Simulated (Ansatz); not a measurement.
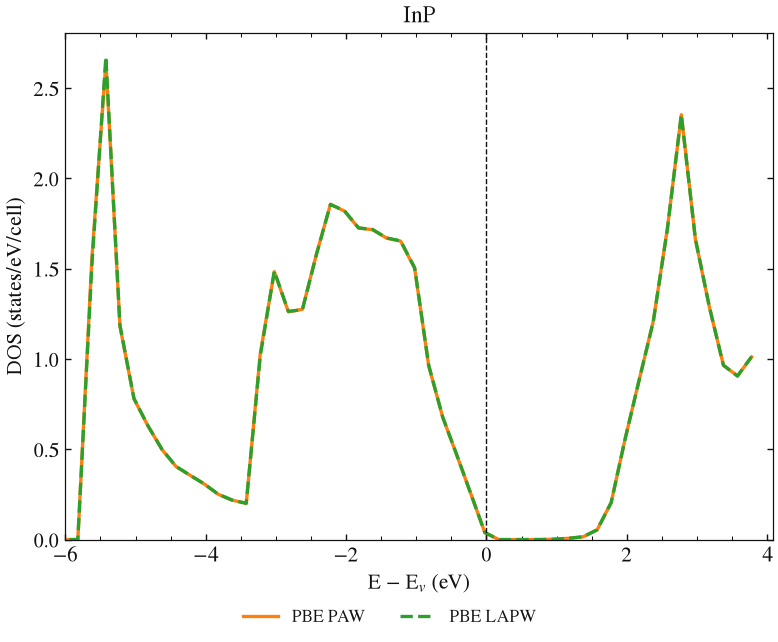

Total densities of states of InP, space group F-43m (No. 216), 2 atoms in the cell, by two methods on the same cell. Each is counted from its own valence-band top.

**What changes from one method to the other?**

The gap hardly changes: PBE PAW gives a gap of 0.72 eV and PBE LAPW gives a gap of 0.71 eV.

Settings. PBE PAW: DFT, PBE, PAW with Ansatz's default frozen-core files, scalar-relativistic, no spin polarisation, 11×11×11 k mesh, 420 eV cutoff, Fermi-Dirac smearing of 0.03 eV (Ansatz). PBE LAPW: DFT, PBE, all-electron LAPW, scalar-relativistic, no spin polarisation, 11×11×11 k mesh, Fermi-Dirac smearing of 0.03 eV (Ansatz).
